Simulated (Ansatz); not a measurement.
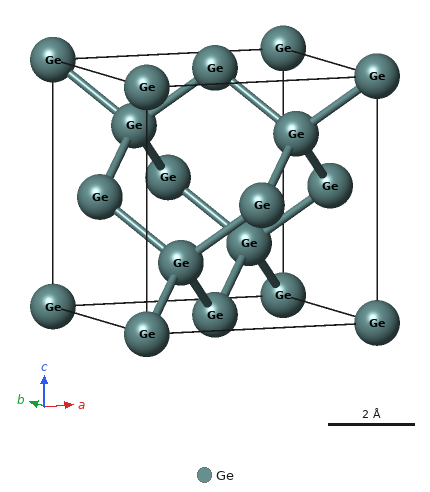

*The structure as given in the input (ball-and-stick view of the cell 4 times as large as that of the calculation, set on its symmetry axes, seen slightly off an axis).*

Near neighbours in the crystal (not all of them lie inside the picture): Ge has 4 Ge at 2.51 Å.

# Run report: Ge, geometry relaxation (part 1 of 3)

- system: Ge (Fd-3m, 2 atoms in the cell)
- method: DFT, PBE, plane waves, PAW, no spin polarisation (Ansatz 0.2.0)

The structure derives from an entry of the Crystallography Open Database. The run did not end well.

### Input
```yaml
crystal:
  lattice:
    - [0.0, 2.8973020272, 2.8973020272]
    - [2.8973020272, 0.0, 2.8973020272]
    - [2.8973020272, 2.8973020272, 0.0]
  atoms:
    - { symbol: Ge, position: [0.0, 0.0, 0.0] }
    - { symbol: Ge, position: [0.25, 0.25, 0.25] }
basis:
  ecutwfc: 240.0
kpoints:
  mp_grid: { grid: [14, 14, 14] }
hamiltonian:
  xc: pbe
scf:
  occupations: { method: fermi_dirac, width: 0.15 }
output:
  forces: true
  stress: true
  eigenvalues: true
  write_density: true
  write_potential: true
  elf: true
  volumetric_format: npy
relax:
  adjacent_minimum: "off"
  f_tol: 0.001
  max_steps: 60
  cell: { stress_tol: 0.01 }
```

Launch command:
```bash
ansatz run input.yaml --threads 1 --pin off --max-ram 2560MiB --backend cpu --events-out ev --progress --plain --runs-dir out
```

### Output
```
Warning: basis.ecutwfc = 240 eV is below the records' recommended 420 eV, and the density's cutoff is lower with it unless basis.ecutrho_ratio is high enough to keep the records' density cutoff: compare with a run at a higher cutoff
Engine: ansatz 0.2.0, aarch64-unknown-linux-gnu
Pseudopotentials: kind: paw
Pseudopotential: Ge, paw, valence charge 14, recommended cutoff 420 eV (normal), Ge.paw.azcp
Functional definition: PBE
  parameter kappa = 0.804
  parameter beta = 0.06672455060314922
  exchange = pbe_x(kappa = kappa, mu = beta*pi^2/3)
  correlation = pbe_c(beta = beta)
Crystal: 2 atoms, lattice volume = 48.642 Å³
Basis set: ecut = 240 eV, 411 PW (Γ), exchange–correlation on 48×48×48 points (8 copies of the dense FFT grid, shifted against one another)
Bands: 18, of which v1, the nominal top of the filled ones, is band 14 counted from 1 (13 counted from 0)
Symmetry: 48 space group operations
Space group: Fd-3m (ITA 227), of the structure as read, at distance tolerance 3.7e-5 Å
k-points: 104 of 2744
Non-local potential: Ge, projectors of the file, l = 0: 2, l = 1: 2, l = 2: 3, l = 3: 1
PAW form: soft (Blöchl's): semilocal exchange-correlation on the pseudo side does not see the compensation charge
PAW one-centre angular grid: Ge, 590 points (default); XC on 64 Gauss nodes
Initial density: superposition of atomic densities (neutral atoms: chi_scale 0, normalization atom), corrected by the library's trained network
Initial wavefunctions: pseudopotential atomic-orbital guess
Functional: x = pbe(κ = 0.804, μ = 0.2195149727645171), c = pbe(β = 0.06672455060314922)
SCF iter   1: F=—  HF=-8586.695376 eV  |F-HF|=—  |Δ(HF+E_count)|=         —  Δρ=1.12e-2  dr2=2.55e-2  ethr=1.77e-3  ⟨swp⟩=3.8  Hψ=7536  notcnv=0
preconditioner: auto → Kerker (q_TF=auto, 2.488 Å⁻¹)  [metal: Δε(μ)=0.120 eV  Ē_g=23.084 eV  σ=0.150 eV  W_gap=0.19  n_scr=14 (ndim 8)  ℏωp=28.2 eV  f_vac=0.113  D(μ)=0.10/eV (n_scr^D=0)]
SCF iter   2: F=—  HF=-8586.263678 eV  |F-HF|=—  |Δ(HF+E_count)|=   4.32e-1  Δρ=9.26e-3  dr2=2.31e-2  ethr=9.12e-5  ⟨swp⟩=2.0  Hψ=4576  notcnv=0
SCF iter   3: F=—  HF=-8586.261181 eV  |F-HF|=—  |Δ(HF+E_count)|=   2.50e-3  Δρ=5.92e-3  dr2=1.04e-2  ethr=8.26e-5  ⟨swp⟩=2.0  Hψ=2911  notcnv=0
SCF iter   4: F=—  HF=-8586.256381 eV  |F-HF|=—  |Δ(HF+E_count)|=   4.80e-3  Δρ=7.62e-4  dr2=2.51e-4  ethr=3.73e-5  ⟨swp⟩=1.3  Hψ=1903  notcnv=0
SCF iter   5: F=—  HF=-8586.256424 eV  |F-HF|=—  |Δ(HF+E_count)|=   4.33e-5  Δρ=1.15e-4  dr2=2.59e-6  ethr=8.95e-7  ⟨swp⟩=2.0  Hψ=3343  notcnv=0
SCF iter   6: F=—  HF=-8586.256407 eV  |F-HF|=—  |Δ(HF+E_count)|=   1.78e-5  Δρ=2.35e-5  dr2=2.98e-7  ethr=9.26e-9  ⟨swp⟩=2.0  Hψ=3357  notcnv=0
SCF iter   7: F=-8586.256408 eV  HF=-8586.256408 eV  |F-HF|=8.98e-8  |Δ(HF+E_count)|=   1.05e-6  Δρ=7.76e-6  dr2=5.91e-8  ethr=3.57e-10  ⟨swp⟩=8.0  Hψ=10714  notcnv=0
SCF 1 converged in 7 iterations: F = -8586.256408 eV  dr2 = 5.91e-8
  greatest PAW one-centre occupation: 0.996 electrons in one spin orbital (limit 2), on the Ge atom at site 1 (counted from 0), in its partial waves of l = 2
relax step   1: F+E_penalty+E_count = -8586.25640771 eV  Δ(F+E_penalty+E_count) = +0.000e0 eV  max|allowed force component| = 1.850e-17 eV/Å  Δτ_max = 0.0000 Å  P = +0.104 GPa  Ω = 48.642 Å³  (7 SCF iters, dr2 threshold 1.00e-7 eV, accepted)
Crystal: 2 atoms, lattice volume = 48.718 Å³
Initial density: handed on by an earlier stage of this run
Initial wavefunctions: those handed on with the density
iter 1 solved again at ethr=3.05e-8 eV; its pass at ethr=3.10e-3 eV (dr2=8.55e-6 eV) is discarded
SCF iter   1: F=—  HF=-8586.218364 eV  |F-HF|=—  |Δ(HF+E_count)|=         —  Δρ=1.60e-4  dr2=7.66e-6  ethr=3.05e-8  ⟨swp⟩=2.7  Hψ=9428  notcnv=0
preconditioner: auto → Kerker (q_TF=auto, 2.488 Å⁻¹)  [metal: Δε(μ)=0.099 eV  Ē_g=24.121 eV  σ=0.150 eV  W_gap=0.16  n_scr=14 (ndim 8)  ℏωp=28.2 eV  f_vac=0.112  D(μ)=0.11/eV (n_scr^D=0)]
SCF iter   2: F=—  HF=-8586.218318 eV  |F-HF|=—  |Δ(HF+E_count)|=   4.66e-5  Δρ=5.71e-5  dr2=1.75e-6  ethr=2.74e-8  ⟨swp⟩=2.0  Hψ=3333  notcnv=0
SCF iter   3: F=—  HF=-8586.218318 eV  |F-HF|=—  |Δ(HF+E_count)|=   1.13e-7  Δρ=4.08e-5  dr2=8.62e-7  ethr=6.26e-9  ⟨swp⟩=2.0  Hψ=2912  notcnv=0
SCF iter   4: F=—  HF=-8586.218318 eV  |F-HF|=—  |Δ(HF+E_count)|=   2.74e-7  Δρ=1.03e-5  dr2=1.09e-7  ethr=3.08e-9  ⟨swp⟩=1.7  Hψ=1964  notcnv=0
SCF iter   5: F=-8586.218318 eV  HF=-8586.218318 eV  |F-HF|=4.41e-9  |Δ(HF+E_count)|=   1.10e-7  Δρ=3.05e-6  dr2=7.11e-9  ethr=9.69e-11  ⟨swp⟩=7.4  Hψ=9211  notcnv=0
SCF 2 converged in 5 iterations: F = -8586.218318 eV  dr2 = 7.11e-9
relax step   2: F+E_penalty+E_count = -8586.21831831 eV  Δ(F+E_penalty+E_count) = +3.809e-2 eV  max|allowed force component| = 4.626e-17 eV/Å  Δτ_max = 0.0000 Å  P = -0.639 GPa  Ω = 48.718 Å³  energy of the carried Pulay correction = -3.796e-2 eV  (5 SCF iters, dr2 threshold 2.71e-8 eV, rejected (line search))
[... from here on the SCF iterations and repeated set-up lines of each step are left out, up to the last step ...]
SCF 3 converged in 8 iterations: F = -8586.251092 eV  dr2 = 2.24e-14
relax step   3: F+E_penalty+E_count = -8586.25109156 eV  Δ(F+E_penalty+E_count) = +5.316e-3 eV  max|allowed force component| = 2.776e-17 eV/Å  Δτ_max = 0.0000 Å  P = +0.001 GPa  Ω = 48.653 Å³  energy of the carried Pulay correction = -5.320e-3 eV  (8 SCF iters, accepted)
SCF 4 converged in 4 iterations: F = -8586.251092 eV  dr2 = 2.87e-13
relax step   4: F+E_penalty+E_count = -8586.25109156 eV  Δ(F+E_penalty+E_count) = -3.638e-12 eV  max|allowed force component| = 2.776e-17 eV/Å  Δτ_max = 0.0000 Å  P = +0.120 GPa  Ω = 48.653 Å³  stress off target by 1.20e-1 GPa  SCF on the basis re-selected at this cell (its energy is not comparable with the rows above)  (4 SCF iters)
SCF 5 converged in 3 iterations: F = -8586.244930 eV  dr2 = 1.81e-8
relax step   5: F+E_penalty+E_count = -8586.24493019 eV  Δ(F+E_penalty+E_count) = +6.161e-3 eV  max|allowed force component| = 3.903e-17 eV/Å  Δτ_max = 0.0000 Å  P = -0.001 GPa  Ω = 48.665 Å³  energy of the carried Pulay correction = -6.166e-3 eV  (3 SCF iters, dr2 threshold 3.59e-8 eV, accepted)
SCF 6 converged in 7 iterations: F = -8586.254238 eV  dr2 = 2.14e-13
relax step   6: F+E_penalty+E_count = -8586.25423776 eV  Δ(F+E_penalty+E_count) = -9.308e-3 eV  max|allowed force component| = 4.626e-17 eV/Å  Δτ_max = 0.0000 Å  P = +0.099 GPa  Ω = 48.665 Å³  stress off target by 9.95e-2 GPa  SCF on the basis re-selected at this cell (its energy is not comparable with the rows above)  (7 SCF iters)
SCF 7 converged in 3 iterations: F = -8586.249164 eV  dr2 = 1.23e-8
relax step   7: F+E_penalty+E_count = -8586.24916419 eV  Δ(F+E_penalty+E_count) = +5.074e-3 eV  max|allowed force component| = 3.701e-17 eV/Å  Δτ_max = 0.0000 Å  P = +0.034 GPa  Ω = 48.675 Å³  energy of the carried Pulay correction = -5.078e-3 eV  (3 SCF iters, dr2 threshold 2.47e-8 eV, accepted)
SCF 8 converged in 4 iterations: F = -8586.247164 eV  dr2 = 1.05e-9
relax step   8: F+E_penalty+E_count = -8586.24716377 eV  Δ(F+E_penalty+E_count) = +2.000e-3 eV  max|allowed force component| = 6.014e-17 eV/Å  Δτ_max = 0.0000 Å  P = +0.008 GPa  Ω = 48.679 Å³  energy of the carried Pulay correction = -7.079e-3 eV  (4 SCF iters, dr2 threshold 2.88e-9 eV, accepted)
SCF 9 converged in 5 iterations: F = -8586.247164 eV  dr2 = 5.20e-13
relax step   9: F+E_penalty+E_count = -8586.24716377 eV  Δ(F+E_penalty+E_count) = -2.419e-10 eV  max|allowed force component| = 5.291e-17 eV/Å  Δτ_max = 0.0000 Å  P = +0.120 GPa  Ω = 48.679 Å³  stress off target by 1.20e-1 GPa  SCF on the basis re-selected at this cell (its energy is not comparable with the rows above)  (5 SCF iters)
SCF 10 converged in 4 iterations: F = -8586.237800 eV  dr2 = 4.62e-9
relax step  10: F+E_penalty+E_count = -8586.23780026 eV  Δ(F+E_penalty+E_count) = +9.364e-3 eV  max|allowed force component| = 7.401e-17 eV/Å  Δτ_max = 0.0000 Å  P = -0.063 GPa  Ω = 48.698 Å³  energy of the carried Pulay correction = -9.367e-3 eV  (4 SCF iters, dr2 threshold 3.58e-8 eV, accepted)
SCF 11 converged in 3 iterations: F = -8586.241713 eV  dr2 = 3.97e-9
relax step  11: F+E_penalty+E_count = -8586.24171335 eV  Δ(F+E_penalty+E_count) = -3.913e-3 eV  max|allowed force component| = 5.667e-17 eV/Å  Δτ_max = 0.0000 Å  P = +0.013 GPa  Ω = 48.690 Å³  energy of the carried Pulay correction = -5.455e-3 eV  (3 SCF iters, dr2 threshold 9.98e-9 eV, accepted)
SCF 12 converged in 3 iterations: F = -8586.241031 eV  dr2 = 8.93e-11
relax step  12: F+E_penalty+E_count = -8586.24103076 eV  Δ(F+E_penalty+E_count) = +6.826e-4 eV  max|allowed force component| = 3.816e-17 eV/Å  Δτ_max = 0.0000 Å  P = -0.000 GPa  Ω = 48.691 Å³  energy of the carried Pulay correction = -6.138e-3 eV  (3 SCF iters, dr2 threshold 4.46e-10 eV, accepted)
SCF 13 converged in 8 iterations: F = -8586.257576 eV  dr2 = 1.47e-14
relax step  13: F+E_penalty+E_count = -8586.25757589 eV  Δ(F+E_penalty+E_count) = -1.655e-2 eV  max|allowed force component| = 5.089e-17 eV/Å  Δτ_max = 0.0000 Å  P = +0.058 GPa  Ω = 48.691 Å³  stress off target by 5.84e-2 GPa  SCF on the basis re-selected at this cell (its energy is not comparable with the rows above)  (8 SCF iters)
SCF 14 converged in 3 iterations: F = -8586.254622 eV  dr2 = 4.20e-9
relax step  14: F+E_penalty+E_count = -8586.25462220 eV  Δ(F+E_penalty+E_count) = +2.954e-3 eV  max|allowed force component| = 2.776e-17 eV/Å  Δτ_max = 0.0000 Å  P = +0.015 GPa  Ω = 48.697 Å³  energy of the carried Pulay correction = -2.955e-3 eV  (3 SCF iters, dr2 threshold 8.53e-9 eV, accepted)
SCF 15 converged in 4 iterations: F = -8586.253745 eV  dr2 = 2.82e-10
relax step  15: F+E_penalty+E_count = -8586.25374481 eV  Δ(F+E_penalty+E_count) = +8.774e-4 eV  max|allowed force component| = 7.401e-17 eV/Å  Δτ_max = 0.0000 Å  P = +0.002 GPa  Ω = 48.699 Å³  energy of the carried Pulay correction = -3.833e-3 eV  (4 SCF iters, dr2 threshold 5.36e-10 eV, accepted)
SCF 16 converged in 6 iterations: F = -8586.253745 eV  dr2 = 5.66e-14
relax step  16: F+E_penalty+E_count = -8586.25374481 eV  Δ(F+E_penalty+E_count) = -5.821e-11 eV  max|allowed force component| = 1.503e-17 eV/Å  Δτ_max = 0.0000 Å  P = +0.069 GPa  Ω = 48.699 Å³  stress off target by 6.94e-2 GPa  SCF on the basis re-selected at this cell (its energy is not comparable with the rows above)  (6 SCF iters)
SCF 17 converged in 3 iterations: F = -8586.249017 eV  dr2 = 1.07e-8
relax step  17: F+E_penalty+E_count = -8586.24901732 eV  Δ(F+E_penalty+E_count) = +4.727e-3 eV  max|allowed force component| = 1.388e-17 eV/Å  Δτ_max = 0.0000 Å  P = -0.023 GPa  Ω = 48.708 Å³  energy of the carried Pulay correction = -4.729e-3 eV  (3 SCF iters, dr2 threshold 1.20e-8 eV, accepted)
SCF 18 converged in 3 iterations: F = -8586.250326 eV  dr2 = 5.97e-10
relax step  18: F+E_penalty+E_count = -8586.25032614 eV  Δ(F+E_penalty+E_count) = -1.309e-3 eV  max|allowed force component| = 5.551e-17 eV/Å  Δτ_max = 0.0000 Å  P = +0.003 GPa  Ω = 48.706 Å³  energy of the carried Pulay correction = -3.420e-3 eV  (3 SCF iters, dr2 threshold 1.33e-9 eV, accepted)
SCF 19 converged in 5 iterations: F = -8586.250326 eV  dr2 = 3.28e-13
relax step  19: F+E_penalty+E_count = -8586.25032614 eV  Δ(F+E_penalty+E_count) = -1.255e-10 eV  max|allowed force component| = 4.279e-17 eV/Å  Δτ_max = 0.0000 Å  P = +0.079 GPa  Ω = 48.706 Å³  stress off target by 7.92e-2 GPa  SCF on the basis re-selected at this cell (its energy is not comparable with the rows above)  (5 SCF iters)
SCF 20 converged in 3 iterations: F = -8586.246297 eV  dr2 = 7.77e-9
relax step  20: F+E_penalty+E_count = -8586.24629699 eV  Δ(F+E_penalty+E_count) = +4.029e-3 eV  max|allowed force component| = 1.503e-17 eV/Å  Δτ_max = 0.0000 Å  P = +0.000 GPa  Ω = 48.714 Å³  energy of the carried Pulay correction = -4.031e-3 eV  (3 SCF iters, dr2 threshold 1.57e-8 eV, accepted)
SCF 21 converged in 6 iterations: F = -8586.246297 eV  dr2 = 3.85e-13
relax step  21: F+E_penalty+E_count = -8586.24629699 eV  Δ(F+E_penalty+E_count) = -5.148e-10 eV  max|allowed force component| = 6.476e-17 eV/Å  Δτ_max = 0.0000 Å  P = +0.091 GPa  Ω = 48.714 Å³  stress off target by 9.08e-2 GPa  SCF on the basis re-selected at this cell (its energy is not comparable with the rows above)  (6 SCF iters)
SCF 22 converged in 3 iterations: F = -8586.241648 eV  dr2 = 1.03e-8
relax step  22: F+E_penalty+E_count = -8586.24164818 eV  Δ(F+E_penalty+E_count) = +4.649e-3 eV  max|allowed force component| = 6.476e-17 eV/Å  Δτ_max = 0.0000 Å  P = -0.000 GPa  Ω = 48.723 Å³  energy of the carried Pulay correction = -4.651e-3 eV  (3 SCF iters, dr2 threshold 2.06e-8 eV, accepted)
SCF 23 converged in 7 iterations: F = -8586.246806 eV  dr2 = 5.70e-14
relax step  23: F+E_penalty+E_count = -8586.24680638 eV  Δ(F+E_penalty+E_count) = -5.158e-3 eV  max|allowed force component| = 7.517e-17 eV/Å  Δτ_max = 0.0000 Å  P = +0.086 GPa  Ω = 48.723 Å³  stress off target by 8.63e-2 GPa  SCF on the basis re-selected at this cell (its energy is not comparable with the rows above)  (7 SCF iters)
SCF 24 converged in 3 iterations: F = -8586.242389 eV  dr2 = 9.31e-9
relax step  24: F+E_penalty+E_count = -8586.24238913 eV  Δ(F+E_penalty+E_count) = +4.417e-3 eV  max|allowed force component| = 4.626e-18 eV/Å  Δτ_max = 0.0000 Å  P = +0.029 GPa  Ω = 48.732 Å³  energy of the carried Pulay correction = -4.420e-3 eV  (3 SCF iters, dr2 threshold 1.86e-8 eV, accepted)
SCF 25 converged in 4 iterations: F = -8586.240641 eV  dr2 = 7.97e-10
relax step  25: F+E_penalty+E_count = -8586.24064127 eV  Δ(F+E_penalty+E_count) = +1.748e-3 eV  max|allowed force component| = 2.891e-17 eV/Å  Δτ_max = 0.0000 Å  P = +0.007 GPa  Ω = 48.735 Å³  energy of the carried Pulay correction = -6.169e-3 eV  (4 SCF iters, dr2 threshold 2.17e-9 eV, accepted)
SCF 26 converged in 5 iterations: F = -8586.240641 eV  dr2 = 2.90e-13
relax step  26: F+E_penalty+E_count = -8586.24064127 eV  Δ(F+E_penalty+E_count) = -1.801e-10 eV  max|allowed force component| = 1.018e-16 eV/Å  Δτ_max = 0.0000 Å  P = +0.104 GPa  Ω = 48.735 Å³  stress off target by 1.04e-1 GPa  SCF on the basis re-selected at this cell (its energy is not comparable with the rows above)  (5 SCF iters)
SCF 27 converged in 4 iterations: F = -8586.232471 eV  dr2 = 3.51e-9
relax step  27: F+E_penalty+E_count = -8586.23247139 eV  Δ(F+E_penalty+E_count) = +8.170e-3 eV  max|allowed force component| = 4.163e-17 eV/Å  Δτ_max = 0.0000 Å  P = -0.055 GPa  Ω = 48.752 Å³  energy of the carried Pulay correction = -8.172e-3 eV  (4 SCF iters, dr2 threshold 2.71e-8 eV, accepted)
SCF 28 converged in 3 iterations: F = -8586.235876 eV  dr2 = 2.98e-9
relax step  28: F+E_penalty+E_count = -8586.23587571 eV  Δ(F+E_penalty+E_count) = -3.404e-3 eV  max|allowed force component| = 3.816e-17 eV/Å  Δτ_max = 0.0000 Å  P = +0.011 GPa  Ω = 48.745 Å³  energy of the carried Pulay correction = -4.769e-3 eV  (3 SCF iters, dr2 threshold 7.57e-9 eV, accepted)
SCF 29 converged in 3 iterations: F = -8586.235292 eV  dr2 = 7.04e-11
```
